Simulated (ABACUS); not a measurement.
**Bi: 7 runs along one coordinate**

System: Bi (R-3m, 2 atoms in the cell).
Method: Kohn-Sham DFT of a periodic cell, PBE, PseudoDojo NC SR 0.4.1 PBE standard, no spin polarisation (ABACUS 3.10.1).

The 7 runs differ only in the geometry, by an even scaling of the cell at fixed fractional positions. The structure derives from an entry of the Crystallography Open Database.

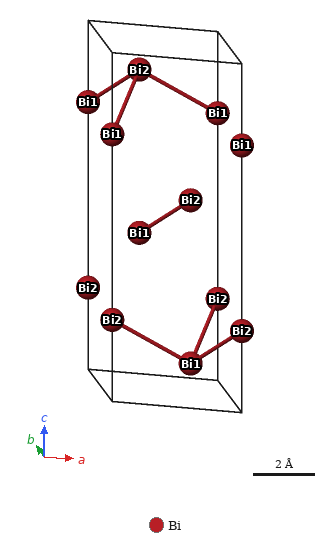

Figure 1. The structure of run 4 (ball-and-stick view of the cell 3 times as large as that of the calculation, set on its symmetry axes, seen slightly off an axis; atoms are numbered from 1 in the order of the input).

**The input of run 4**
```
INPUT_PARAMETERS
suffix              Bi
calculation         scf
basis_type          pw
pseudo_dir          ./
symmetry            1
dft_functional      pbe
ecutwfc             66
pseudo_rcut         10
nspin               1
nbands              19
ks_solver           dav
smearing_method     fd
smearing_sigma      0.00367493
scf_thr             1e-08
scf_nmax            100
mixing_type         broyden
mixing_beta         0.7
cal_force           1
cal_stress          1
kpar                4
```

**File STRU of run 4**
```
ATOMIC_SPECIES
Bi 208.9804 Bi.upf

LATTICE_CONSTANT
1.8897261246

LATTICE_VECTORS
2.2675000000 1.3091417354 3.9380000000
-2.2675000000 1.3091417354 3.9380000000
0.0000000000 -2.6182834708 3.9380000000

ATOMIC_POSITIONS
Direct

Bi
0.0
2
0.7660000000 0.7660000000 0.7660000000 1 1 1
0.2340000000 0.2340000000 0.2340000000 1 1 1
```

**File KPT of run 4**
```
K_POINTS
0
Gamma
7 7 7 0 0 0
```

Command:
```bash
OMP_NUM_THREADS=1 mpirun -np 4 abacus > log
```

Run 2 differs from it as follows:
```diff
-2.2675000000 1.3091417354 3.9380000000
--2.2675000000 1.3091417354 3.9380000000
-0.0000000000 -2.6182834708 3.9380000000
+2.2368543514 1.2914484619 3.8847772595
+-2.2368543514 1.2914484619 3.8847772595
+0.0000000000 -2.5828969239 3.8847772595
```

**Results, with one run withheld**

```tsv
run	volume per atom (Å³)	free energy per atom, from the lowest run given (meV)	pressure (GPa)	gap on the mesh (eV)
1	32.965	61.75	5.88	0.30
2	33.667	?	?	?
3	34.368	21.95	3.22	0.28
4	35.070	10.14	2.10	0.27
5	35.771	2.98	1.09	0.26
6	36.472	0.00	0.19	0.25
7	37.174	0.76	−0.62	0.24
```

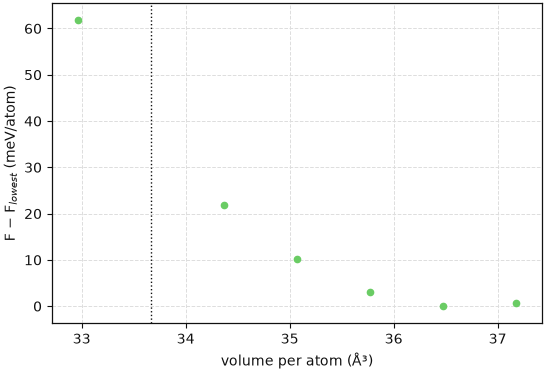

Figure 2. Free energy per atom of the runs given; the dotted line marks run 2.

Estimate the energy of run 2 from the others.

A cubic polynomial in V^(−2/3) (the Birch–Murnaghan form), fitted to the 6 runs given, misses them by at most 0.01 meV per atom. With x = V^(−2/3) − 0.09300 Å⁻², it reads F = 7.7648 + 6615.2 x + 1.3942e+06 x² + 4.8611e+06 x³ (meV per atom). At run 2 it gives 38.94 meV per atom, and the run itself gives 38.95. The slope of the fit gives a pressure −dF/dV of 4.52 GPa there, and the run prints 4.48 GPa. The fit has its minimum at 36.671 Å³ per atom, where V d²F/dV² gives 43.3 GPa. Cell shape and fractional positions are held, so this is the stiffness under even scaling; the relaxed bulk modulus wasn't computed. The gap on the mesh goes, without turning, from 0.30 eV in run 1 to 0.24 eV in run 7; run 2 has 0.29 eV. These are gaps of this functional on this mesh, which can miss the band edges; they aren't the measured gap.

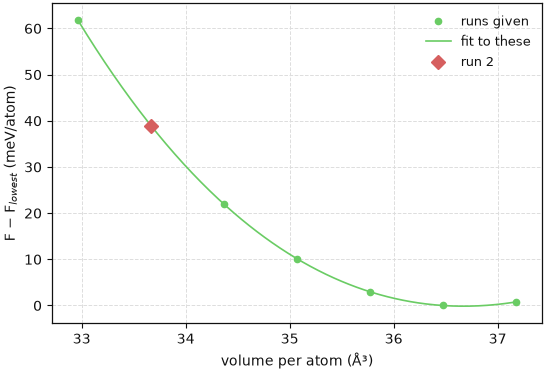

Figure 3. The fit and the withheld run.

**Some lines of the output (run 2)**
```
[...]
                          Volume (Bohr^3) = 454.39
                             Volume (A^3) = 67.3336
 E_Fermi        0.7676441976         10.4443351236
 E_Fermi        0.7680593985         10.4499842223
 E_Fermi        0.7691007857         10.4641530223
 E_Fermi        0.7693039008         10.4669165451
 E_Fermi        0.7693900857         10.4680891503
 E_KS(sigma->0) -328.2010052289      -4465.4037604409
 E_Fermi        0.7694154898         10.4684347905
 final etot is -4465.404351 eV
 EFERMI = 10.468434791 eV
 TOTAL-PRESSURE: 44.789670 KBAR
 !FINAL_ETOT_IS -4465.4043509846542293 eV
```

Notes: Spin–orbit coupling is left out, which matters for Bi.
